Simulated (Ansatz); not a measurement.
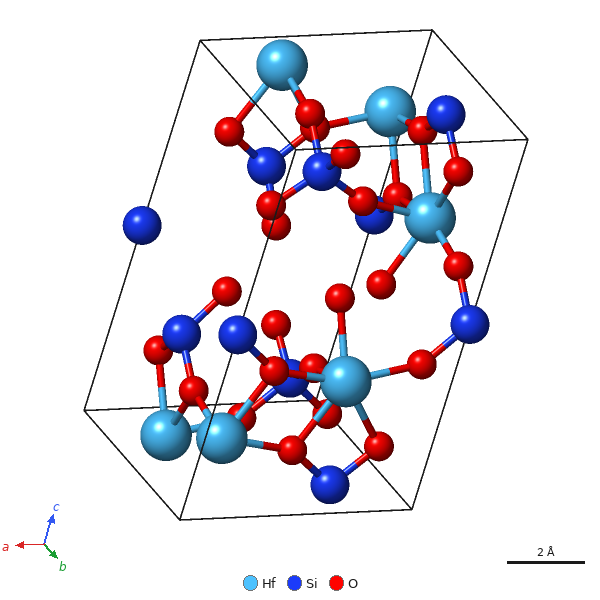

The crystal in a ball-and-stick representation, seen from a general direction. The parallelepiped is the supercell. The host is HfSiO₄, in a cell of 36 sites, and the cell is neutral.

### Which defect is modelled here, and what are its neighbours?

A hafnium vacancy. Around the empty site lie eight O at about 2.2 to 2.5 Å.

Computational set-up: Ansatz, DFT PBE, scalar-relativistic, plane waves, PAW, plane-wave cutoff 420 eV, a 2×2×2 sampling of the Brillouin zone, Gaussian smearing of 0.02 eV, collinear spins.

### Is there a net moment in the defective cell?

Yes, 4.0 μB in the cell.

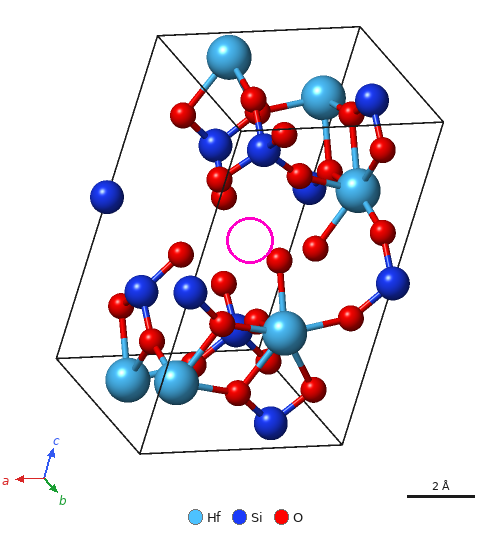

The same cell with a ring at the defect's site.

The atoms were relaxed in the host's cell with DFT PBE, scalar-relativistic, plane waves, PAW (Ansatz 0.2.0).
